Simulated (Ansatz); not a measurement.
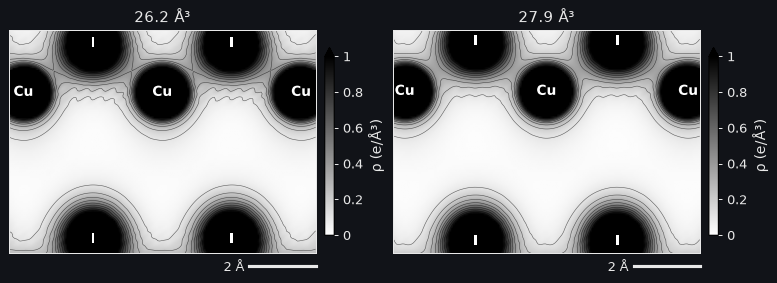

CuI. The valence charge density (pseudo) of cells scaled evenly to different volumes (given per atom above each panel), on the (011̄) plane of each (indices in the axes of the cell below), at one length scale and on one colour scale.

The calculation used Kohn-Sham DFT of a periodic cell, SVWN5, Ansatz PAW in Ansatz 0.2.0.

The density is the valence pseudo-density of a PAW calculation; it isn't the true density close to the nuclei.

The largest cell:

```
CELL_PARAMETERS angstrom
0.00000 3.03150 3.03150
3.03150 0.00000 3.03150
3.03150 3.03150 0.00000
ATOMIC_POSITIONS crystal
I 0.00000 0.00000 0.00000
Cu 0.75000 0.75000 0.75000
```

| volume (Å³/atom) | Cu–I contact in the plane (Å) | ρ at its midpoint (e/Å³) | pressure (GPa) | gap on the mesh (eV) | 
| --- | --- | --- | --- | --- |
| 26.19 | 2.572 | 0.446 | −2.1 | 1.11 | 
| 26.75 | 2.590 | ? | ? | ? | 
| 27.86 | 2.625 | 0.409 | −4.5 | 0.94 | 

> What values belong in the row with question marks?

Over the known rows ln ρ falls by 1.63 per Å of Cu–I distance (the line through the two), which gives 0.433 e/Å³ at 2.590 Å; the calculation gives 0.433 e/Å³. For the pressure, a straight line in volume between the neighbouring rows gives −2.9 GPa; the calculation gives −3.0. For the gap on the mesh, a straight line in volume between the neighbouring rows gives 1.05 eV; the calculation gives 1.05.
